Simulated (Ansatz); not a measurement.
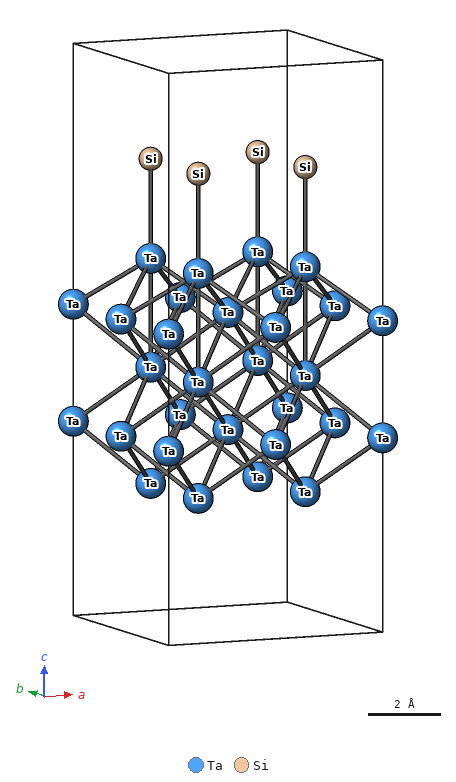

Figure 1. The input geometry (ball-and-stick view of the 2 × 2 repeat of the cell, with the vacuum cut short, seen slightly off an axis).

Geometry relaxation of Ta5Si (part 1 of 2)

- system: Ta5Si (slab, 6 atoms in the cell)
- method: DFT PBEsol, scalar-relativistic, plane waves, PAW, no spin polarisation (Ansatz 0.2.0)

The structure derives from an entry of the Crystallography Open Database. The input holds or restrains some coordinates. It belongs to a series of runs on one base structure; here: Si put at a top Ta site.

**The program's output**
```
Engine: ansatz 0.2.0, aarch64-unknown-linux-gnu
Pseudopotentials: kind: paw
Pseudopotential: Ta, paw, valence charge 13, recommended cutoff 420 eV (normal), Ta.paw.azcp
Pseudopotential: Si, paw, valence charge 4, recommended cutoff 420 eV (normal), Si.paw.azcp
Functional definition: PBEsol
  exchange = pbesol_x
  correlation = pbesol_c
Crystal: 6 atoms, lattice volume = 275.083 Å³
Basis set: ecut = 420 eV, 5421 PW (Γ), exchange–correlation on 48×48×360 points (8 copies of the dense FFT grid, shifted against one another)
Bands: 42, of which v1, the nominal top of the filled ones, is band 35 counted from 1 (34 counted from 0)
Symmetry: 8 space group operations
Space group: P4mm (ITA 99), of the structure as read, at distance tolerance 6.5e-5 Å
k-points: 15 of 81
Non-local potential: Ta, projectors of the file, l = 0: 3, l = 1: 2, l = 2: 2, l = 3: 1
Non-local potential: Si, projectors of the file, l = 0: 2, l = 1: 2, l = 2: 2
PAW form: soft (Blöchl's): semilocal exchange-correlation on the pseudo side does not see the compensation charge
PAW frozen core: Ta, regenerated for the run's functional, and the local potential with it (the file was generated under x = pbe(κ = 0.804, μ = 0.2195149727645171), c = pbe(β = 0.06672455060314922))
PAW frozen core: Si, regenerated for the run's functional, and the local potential with it (the file was generated under x = pbe(κ = 0.804, μ = 0.2195149727645171), c = pbe(β = 0.06672455060314922))
PAW one-centre angular grid: Ta, 590 points (default); XC on 64 Gauss nodes
PAW one-centre angular grid: Si, 110 points (default); XC on 64 Gauss nodes
Initial density: superposition of atomic densities (neutral atoms: chi_scale 0, normalization atom), corrected by the library's trained network
Initial wavefunctions: pseudopotential atomic-orbital guess
Functional: x = pbesol(κ = 0.804, μ = 0.12345679012345678), c = pbesol(β = 0.046)
SCF iter   1: F=—  HF=-49648.858724 eV  |F-HF|=—  |Δ(HF+E_count)|=         —  Δρ=7.07e-3  dr2=2.62e0  ethr=1.77e-3  p=-0.081 e·Å  D=-5.35e-2 V/Å  ΔV_dip=1.37 eV  dr2_dipole=7.26e-3  V_vac-E_F(+/−)=5.60/4.24 eV  ⟨swp⟩=9.0  Hψ=3139  notcnv=0
efield: sawtooth ramp at fractional position 0.9922 (placed from the atoms, in the widest stretch of the axis that holds none; the zero of the levels goes with the place), width 0.0400; the density the first Hamiltonian is built on has a dipole p = -0.081 e·Å; the dipole correction subtracts the counter field D = -5.35e-2 V/Å, which shifts the + side's vacuum level by +1.37 eV against the − side's; the planar-averaged density in the ramp window peaks in size at 5.5e-5 e/Å³
preconditioner: auto → LDOS  [metal: Δε(μ)=0.011 eV  Ē_g=3.747 eV  σ=0.100 eV  W_gap=0.06  n_scr=52 (ndim 8)  ℏωp=12.1 eV  f_vac=0.492  D(μ)=6.97/eV (n_scr^D=44)  β→1.0]
SCF iter   2: F=—  HF=-49648.772691 eV  |F-HF|=—  |Δ(HF+E_count)|=   8.60e-2  Δρ=2.81e-3  dr2=1.44e-1  ethr=1.77e-3  p=-0.072 e·Å  D=-4.72e-2 V/Å  ΔV_dip=1.21 eV  dr2_dipole=7.95e-2  V_vac-E_F(+/−)=5.19/3.98 eV  ⟨swp⟩=2.7  Hψ=836  notcnv=0  defer=20
SCF iter   3: F=—  HF=-49648.767638 eV  |F-HF|=—  |Δ(HF+E_count)|=   5.05e-3  Δρ=8.21e-4  dr2=2.25e-2  ethr=2.09e-4  p=-0.061 e·Å  D=-4.00e-2 V/Å  ΔV_dip=1.02 eV  dr2_dipole=8.58e-4  V_vac-E_F(+/−)=5.11/4.08 eV  ⟨swp⟩=2.1  Hψ=807  notcnv=0  defer=23
SCF iter   4: F=—  HF=-49648.767211 eV  |F-HF|=—  |Δ(HF+E_count)|=   4.26e-4  Δρ=2.66e-4  dr2=1.88e-3  ethr=3.27e-5  p=-0.059 e·Å  D=-3.87e-2 V/Å  ΔV_dip=0.99 eV  dr2_dipole=4.45e-4  V_vac-E_F(+/−)=5.07/4.08 eV  ⟨swp⟩=1.9  Hψ=694  notcnv=0  defer=23
SCF iter   5: F=—  HF=-49648.767208 eV  |F-HF|=—  |Δ(HF+E_count)|=   3.77e-6  Δρ=6.05e-5  dr2=4.42e-5  ethr=2.73e-6  p=-0.057 e·Å  D=-3.78e-2 V/Å  ΔV_dip=0.97 eV  dr2_dipole=3.31e-7  V_vac-E_F(+/−)=5.05/4.08 eV  ⟨swp⟩=2.1  Hψ=819  notcnv=0  defer=22
SCF iter   6: F=-49648.767207 eV  HF=-49648.767209 eV  |F-HF|=2.07e-6  |Δ(HF+E_count)|=   1.53e-6  Δρ=1.96e-5  dr2=3.36e-6  ethr=3.26e-8  p=-0.057 e·Å  D=-3.78e-2 V/Å  ΔV_dip=0.97 eV  dr2_dipole=8.81e-8  V_vac-E_F(+/−)=5.05/4.08 eV  ⟨swp⟩=25.3  Hψ=6846  notcnv=0
SCF 1 converged in 6 iterations: F = -49648.767207 eV  dr2 = 3.36e-6
  Residual-converged pass: ⟨swp⟩=1.1  Hψ=691  notcnv=0  max |occ|·‖R‖ = 7.0e-9 eV (tolerance 1.0e-8 eV)  dr2=3.36e-6  dr2_onsite=1.48e-8  max |Δocc| = 4.0e-10
  greatest PAW one-centre occupation: 1.000 electrons in one spin orbital (limit 2), on the Ta atom at site 3 (counted from 0), in its partial waves of l = 0
relax step   1: F+E_penalty+E_count = -49648.76720706 eV  Δ(F+E_penalty+E_count) = +0.000e0 eV  max|allowed force component| = 1.400e0 eV/Å  Δτ_max = 0.0000 Å  (6 SCF iters, dr2 threshold 2.25e-5 eV, accepted)
Initial density: handed on by an earlier stage of this run
Initial wavefunctions: those handed on with the density
SCF iter   1: F=—  HF=-49649.065221 eV  |F-HF|=—  |Δ(HF+E_count)|=         —  Δρ=1.03e-2  dr2=2.20e0  ethr=3.10e-3  p=-0.057 e·Å  D=-3.78e-2 V/Å  ΔV_dip=0.97 eV  dr2_dipole=5.60e-1  V_vac-E_F(+/−)=5.10/4.14 eV  ⟨swp⟩=4.8  Hψ=1417  notcnv=0  defer=23
efield: sawtooth ramp at fractional position 0.9922 (handed on by an earlier solve), width 0.0400; the density the first Hamiltonian is built on has a dipole p = -0.057 e·Å; the dipole correction subtracts the counter field D = -3.78e-2 V/Å, which shifts the + side's vacuum level by +0.97 eV against the − side's; the planar-averaged density in the ramp window peaks in size at 9.7e-7 e/Å³
preconditioner: auto → LDOS  [metal: Δε(μ)=0.047 eV  Ē_g=3.697 eV  σ=0.100 eV  W_gap=0.25  n_scr=52 (ndim 8)  ℏωp=12.1 eV  f_vac=0.496  D(μ)=7.53/eV (n_scr^D=54)  β→1.0]
SCF iter   2: F=—  HF=-49648.938025 eV  |F-HF|=—  |Δ(HF+E_count)|=   1.27e-1  Δρ=5.69e-3  dr2=3.75e-1  ethr=3.10e-3  p=-0.069 e·Å  D=-4.52e-2 V/Å  ΔV_dip=1.15 eV  dr2_dipole=1.20e-1  V_vac-E_F(+/−)=5.19/4.04 eV  ⟨swp⟩=2.1  Hψ=949  notcnv=0  defer=25
SCF iter   3: F=—  HF=-49648.906926 eV  |F-HF|=—  |Δ(HF+E_count)|=   3.11e-2  Δρ=2.01e-3  dr2=7.96e-2  ethr=5.43e-4  p=-0.065 e·Å  D=-4.31e-2 V/Å  ΔV_dip=1.10 eV  dr2_dipole=7.15e-3  V_vac-E_F(+/−)=5.18/4.08 eV  ⟨swp⟩=2.3  Hψ=1077  notcnv=0  defer=25
SCF iter   4: F=—  HF=-49648.900901 eV  |F-HF|=—  |Δ(HF+E_count)|=   6.03e-3  Δρ=5.99e-4  dr2=7.43e-3  ethr=1.15e-4  p=-0.065 e·Å  D=-4.27e-2 V/Å  ΔV_dip=1.09 eV  dr2_dipole=4.17e-5  V_vac-E_F(+/−)=5.17/4.08 eV  ⟨swp⟩=2.0  Hψ=766  notcnv=0  defer=25
SCF iter   5: F=—  HF=-49648.900651 eV  |F-HF|=—  |Δ(HF+E_count)|=   2.50e-4  Δρ=2.07e-4  dr2=8.33e-4  ethr=1.08e-5  p=-0.065 e·Å  D=-4.30e-2 V/Å  ΔV_dip=1.10 eV  dr2_dipole=1.27e-4  V_vac-E_F(+/−)=5.17/4.07 eV  ⟨swp⟩=1.9  Hψ=760  notcnv=0  defer=25
SCF iter   6: F=-49648.900576 eV  HF=-49648.900634 eV  |F-HF|=5.80e-5  |Δ(HF+E_count)|=   1.69e-5  Δρ=8.13e-5  dr2=6.41e-5  ethr=1.45e-7  p=-0.065 e·Å  D=-4.26e-2 V/Å  ΔV_dip=1.09 eV  dr2_dipole=1.27e-5  V_vac-E_F(+/−)=5.17/4.08 eV  ⟨swp⟩=25.8  Hψ=7408  notcnv=0
SCF 2 converged in 6 iterations: F = -49648.900576 eV  dr2 = 6.41e-5
relax step   2: F+E_penalty+E_count = -49648.90057579 eV  Δ(F+E_penalty+E_count) = -1.334e-1 eV  max|allowed force component| = 7.029e-1 eV/Å  Δτ_max = 0.1597 Å  (6 SCF iters, dr2 threshold 1.00e-4 eV, accepted)
iter 1 solved again at ethr=2.03e-3 eV; its pass at ethr=3.10e-3 eV (dr2=1.40e0 eV) is discarded
SCF iter   1: F=—  HF=-49648.987084 eV  |F-HF|=—  |Δ(HF+E_count)|=         —  Δρ=6.44e-3  dr2=1.43e0  ethr=2.03e-3  p=-0.065 e·Å  D=-4.26e-2 V/Å  ΔV_dip=1.09 eV  dr2_dipole=2.02e-1  V_vac-E_F(+/−)=5.21/4.12 eV  ⟨swp⟩=1.1  Hψ=1989  notcnv=0  defer=24
efield: sawtooth ramp at fractional position 0.9922 (handed on by an earlier solve), width 0.0400; the density the first Hamiltonian is built on has a dipole p = -0.065 e·Å; the dipole correction subtracts the counter field D = -4.26e-2 V/Å, which shifts the + side's vacuum level by +1.09 eV against the − side's; the planar-averaged density in the ramp window peaks in size at 3.6e-6 e/Å³
preconditioner: auto → LDOS  [metal: Δε(μ)=0.007 eV  Ē_g=3.717 eV  σ=0.100 eV  W_gap=0.04  n_scr=52 (ndim 8)  ℏωp=12.1 eV  f_vac=0.499  D(μ)=7.74/eV (n_scr^D=54)  β→1.0]
SCF iter   2: F=—  HF=-49648.934993 eV  |F-HF|=—  |Δ(HF+E_count)|=   5.21e-2  Δρ=2.43e-3  dr2=8.99e-2  ethr=2.03e-3  p=-0.063 e·Å  D=-4.17e-2 V/Å  ΔV_dip=1.07 eV  dr2_dipole=3.28e-3  V_vac-E_F(+/−)=5.18/4.12 eV  ⟨swp⟩=1.5  Hψ=614  notcnv=0  defer=24
SCF iter   3: F=—  HF=-49648.930259 eV  |F-HF|=—  |Δ(HF+E_count)|=   4.73e-3  Δρ=1.25e-3  dr2=2.95e-2  ethr=1.30e-4  p=-0.065 e·Å  D=-4.29e-2 V/Å  ΔV_dip=1.10 eV  dr2_dipole=1.01e-3  V_vac-E_F(+/−)=5.16/4.07 eV  ⟨swp⟩=2.1  Hψ=904  notcnv=0  defer=24
SCF iter   4: F=—  HF=-49648.928082 eV  |F-HF|=—  |Δ(HF+E_count)|=   2.18e-3  Δρ=4.24e-4  dr2=4.59e-3  ethr=4.28e-5  p=-0.064 e·Å  D=-4.20e-2 V/Å  ΔV_dip=1.07 eV  dr2_dipole=7.59e-4  V_vac-E_F(+/−)=5.15/4.07 eV  ⟨swp⟩=2.0  Hψ=810  notcnv=0  defer=25
SCF iter   5: F=—  HF=-49648.927983 eV  |F-HF|=—  |Δ(HF+E_count)|=   9.84e-5  Δρ=1.57e-4  dr2=4.56e-4  ethr=6.65e-6  p=-0.063 e·Å  D=-4.15e-2 V/Å  ΔV_dip=1.06 eV  dr2_dipole=8.79e-5  V_vac-E_F(+/−)=5.14/4.08 eV  ⟨swp⟩=1.8  Hψ=725  notcnv=0  defer=24
SCF iter   6: F=-49648.927948 eV  HF=-49648.927966 eV  |F-HF|=1.83e-5  |Δ(HF+E_count)|=   1.74e-5  Δρ=3.84e-5  dr2=1.63e-5  ethr=4.48e-8  p=-0.063 e·Å  D=-4.16e-2 V/Å  ΔV_dip=1.06 eV  dr2_dipole=6.29e-6  V_vac-E_F(+/−)=5.14/4.07 eV  ⟨swp⟩=24.3  Hψ=7390  notcnv=0
SCF 3 converged in 6 iterations: F = -49648.927948 eV  dr2 = 1.63e-5
relax step   3: F+E_penalty+E_count = -49648.92794768 eV  Δ(F+E_penalty+E_count) = -2.737e-2 eV  max|allowed force component| = 1.880e-1 eV/Å  Δτ_max = 0.0722 Å  (6 SCF iters, dr2 threshold 3.09e-5 eV, accepted)
SCF iter   1: F=—  HF=-49648.935737 eV  |F-HF|=—  |Δ(HF+E_count)|=         —  Δρ=2.02e-3  dr2=2.33e-1  ethr=1.48e-3  p=-0.063 e·Å  D=-4.16e-2 V/Å  ΔV_dip=1.06 eV  dr2_dipole=6.35e-2  V_vac-E_F(+/−)=5.12/4.06 eV  ⟨swp⟩=2.0  Hψ=929  notcnv=0  defer=17
efield: sawtooth ramp at fractional position 0.9922 (handed on by an earlier solve), width 0.0400; the density the first Hamiltonian is built on has a dipole p = -0.063 e·Å; the dipole correction subtracts the counter field D = -4.16e-2 V/Å, which shifts the + side's vacuum level by +1.06 eV against the − side's; the planar-averaged density in the ramp window peaks in size at 2.4e-6 e/Å³
preconditioner: auto → LDOS  [metal: Δε(μ)=0.005 eV  Ē_g=3.718 eV  σ=0.100 eV  W_gap=0.03  n_scr=52 (ndim 8)  ℏωp=12.1 eV  f_vac=0.498  D(μ)=8.52/eV (n_scr^D=62)  β→1.0]
SCF iter   2: F=—  HF=-49648.931035 eV  |F-HF|=—  |Δ(HF+E_count)|=   4.70e-3  Δρ=6.24e-4  dr2=7.70e-3  ethr=3.38e-4  p=-0.064 e·Å  D=-4.20e-2 V/Å  ΔV_dip=1.07 eV  dr2_dipole=2.30e-3  V_vac-E_F(+/−)=5.13/4.06 eV  ⟨swp⟩=1.0  Hψ=750  notcnv=0  defer=20
SCF iter   3: F=—  HF=-49648.930994 eV  |F-HF|=—  |Δ(HF+E_count)|=   4.17e-5  Δρ=3.63e-4  dr2=2.66e-3  ethr=1.12e-5  p=-0.063 e·Å  D=-4.14e-2 V/Å  ΔV_dip=1.06 eV  dr2_dipole=4.28e-5  V_vac-E_F(+/−)=5.14/4.08 eV  ⟨swp⟩=2.2  Hψ=792  notcnv=0  defer=20
SCF iter   4: F=—  HF=-49648.930808 eV  |F-HF|=—  |Δ(HF+E_count)|=   1.85e-4  Δρ=1.10e-4  dr2=2.42e-4  ethr=3.85e-6  p=-0.064 e·Å  D=-4.19e-2 V/Å  ΔV_dip=1.07 eV  dr2_dipole=9.33e-6  V_vac-E_F(+/−)=5.14/4.07 eV  ⟨swp⟩=2.1  Hψ=808  notcnv=0  defer=20
SCF iter   5: F=—  HF=-49648.930857 eV  |F-HF|=—  |Δ(HF+E_count)|=   4.88e-5  Δρ=4.24e-5  dr2=3.08e-5  ethr=3.50e-7  p=-0.064 e·Å  D=-4.20e-2 V/Å  ΔV_dip=1.07 eV  dr2_dipole=8.65e-6  V_vac-E_F(+/−)=5.14/4.07 eV  ⟨swp⟩=2.0  Hψ=779  notcnv=0  defer=20
SCF iter   6: F=—  HF=-49648.930857 eV  |F-HF|=—  |Δ(HF+E_count)|=   1.59e-7  Δρ=1.12e-5  dr2=3.29e-6  ethr=4.47e-8  p=-0.064 e·Å  D=-4.20e-2 V/Å  ΔV_dip=1.07 eV  dr2_dipole=1.21e-6  V_vac-E_F(+/−)=5.14/4.07 eV  ⟨swp⟩=2.1  Hψ=819  notcnv=0  defer=20
SCF iter   7: F=-49648.930857 eV  HF=-49648.930857 eV  |F-HF|=1.73e-8  |Δ(HF+E_count)|=   1.77e-8  Δρ=3.09e-6  dr2=1.03e-7  ethr=3.66e-9  p=-0.064 e·Å  D=-4.21e-2 V/Å  ΔV_dip=1.07 eV  dr2_dipole=8.51e-10  V_vac-E_F(+/−)=5.14/4.07 eV  ⟨swp⟩=21.2  Hψ=5995  notcnv=0
SCF 4 converged in 7 iterations: F = -49648.930857 eV  dr2 = 1.03e-7
relax step   4: F+E_penalty+E_count = -49648.93085698 eV  Δ(F+E_penalty+E_count) = -2.909e-3 eV  max|allowed force component| = 4.871e-2 eV/Å  Δτ_max = 0.0210 Å  (7 SCF iters, dr2 threshold 2.53e-6 eV, accepted)
SCF iter   1: F=—  HF=-49648.931077 eV  |F-HF|=—  |Δ(HF+E_count)|=         —  Δρ=3.75e-4  dr2=6.89e-3  ethr=2.39e-4  p=-0.064 e·Å  D=-4.21e-2 V/Å  ΔV_dip=1.07 eV  dr2_dipole=2.03e-3  V_vac-E_F(+/−)=5.15/4.07 eV  ⟨swp⟩=1.1  Hψ=871  notcnv=0
efield: sawtooth ramp at fractional position 0.9922 (handed on by an earlier solve), width 0.0400; the density the first Hamiltonian is built on has a dipole p = -0.064 e·Å; the dipole correction subtracts the counter field D = -4.21e-2 V/Å, which shifts the + side's vacuum level by +1.07 eV against the − side's; the planar-averaged density in the ramp window peaks in size at 2.1e-6 e/Å³
preconditioner: auto → LDOS  [metal: Δε(μ)=0.013 eV  Ē_g=3.711 eV  σ=0.100 eV  W_gap=0.08  n_scr=52 (ndim 8)  ℏωp=12.1 eV  f_vac=0.498  D(μ)=8.09/eV (n_scr^D=62)  β→1.0]
SCF iter   2: F=—  HF=-49648.930936 eV  |F-HF|=—  |Δ(HF+E_count)|=   1.41e-4  Δρ=1.13e-4  dr2=5.34e-4  ethr=9.98e-6  p=-0.064 e·Å  D=-4.19e-2 V/Å  ΔV_dip=1.07 eV  dr2_dipole=3.32e-4  V_vac-E_F(+/−)=5.15/4.07 eV  ⟨swp⟩=1.0  Hψ=750  notcnv=0
SCF iter   3: F=—  HF=-49648.930927 eV  |F-HF|=—  |Δ(HF+E_count)|=   8.26e-6  Δρ=7.15e-5  dr2=9.97e-5  ethr=7.74e-7  p=-0.064 e·Å  D=-4.22e-2 V/Å  ΔV_dip=1.08 eV  dr2_dipole=6.91e-6  V_vac-E_F(+/−)=5.15/4.07 eV  ⟨swp⟩=2.0  Hψ=735  notcnv=0
SCF iter   4: F=—  HF=-49648.930986 eV  |F-HF|=—  |Δ(HF+E_count)|=   5.86e-5  Δρ=2.03e-5  dr2=6.40e-6  ethr=1.44e-7  p=-0.064 e·Å  D=-4.21e-2 V/Å  ΔV_dip=1.08 eV  dr2_dipole=1.71e-6  V_vac-E_F(+/−)=5.15/4.07 eV  ⟨swp⟩=2.0  Hψ=824  notcnv=0
SCF iter   5: F=—  HF=-49648.930986 eV  |F-HF|=—  |Δ(HF+E_count)|=   5.23e-8  Δρ=1.01e-5  dr2=1.90e-6  ethr=9.27e-9  p=-0.064 e·Å  D=-4.21e-2 V/Å  ΔV_dip=1.08 eV  dr2_dipole=3.87e-9  V_vac-E_F(+/−)=5.15/4.07 eV  ⟨swp⟩=2.3  Hψ=825  notcnv=0
SCF iter   6: F=-49648.930986 eV  HF=-49648.930986 eV  |F-HF|=3.87e-9  |Δ(HF+E_count)|=   7.52e-8  Δρ=3.29e-6  dr2=9.51e-8  ethr=1.45e-10  p=-0.064 e·Å  D=-4.21e-2 V/Å  ΔV_dip=1.08 eV  dr2_dipole=1.54e-9  V_vac-E_F(+/−)=5.15/4.07 eV  ⟨swp⟩=17.5  Hψ=5870  notcnv=0
SCF 5 converged in 6 iterations: F = -49648.930986 eV  dr2 = 9.51e-8
relax step   5: F+E_penalty+E_count = -49648.93098601 eV  Δ(F+E_penalty+E_count) = -1.290e-4 eV  max|allowed force component| = 2.789e-3 eV/Å  Δτ_max = 0.0068 Å  (6 SCF iters, accepted)
```

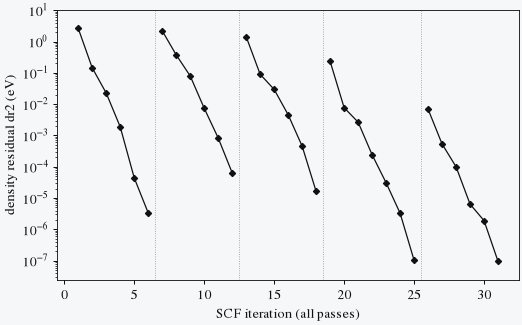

Figure 2. Convergence of the self-consistent field: density residual dr2 against the SCF iteration. The dotted lines part the SCF passes of the relaxation: geometry steps, rejected trials and re-solves on a re-selected basis. The 5 passes take 6 to 7 iterations each, 31 in all.

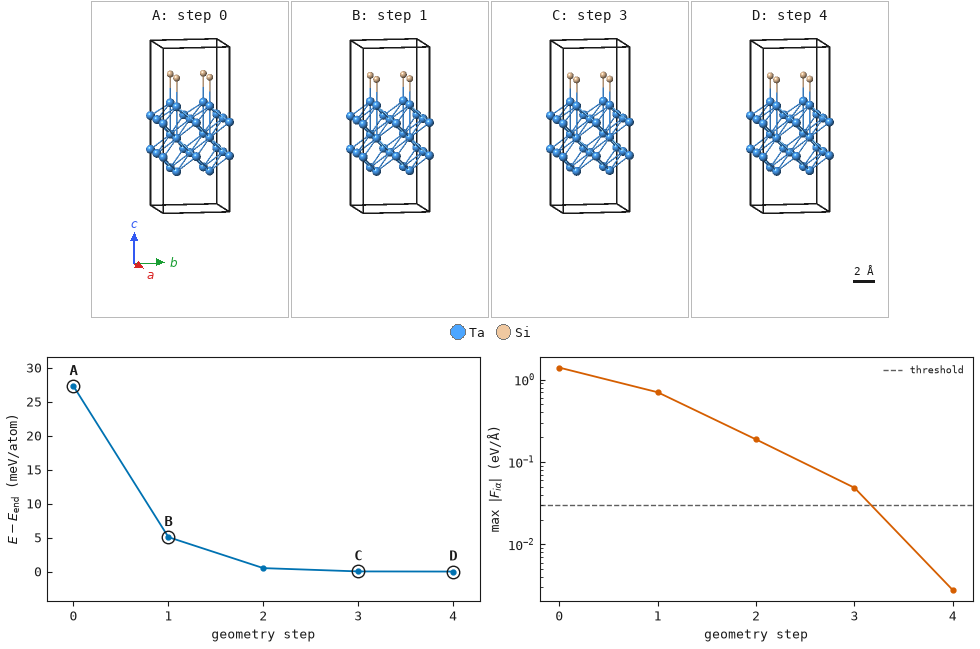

Figure 3. Frames of the restrained relaxation (ball-and-stick view of the 2 × 2 repeat of the cell, with the vacuum cut short, seen slightly off an axis) above the curves, on which the letters mark them (the first geometry is step 0 here and step 1 in the log).
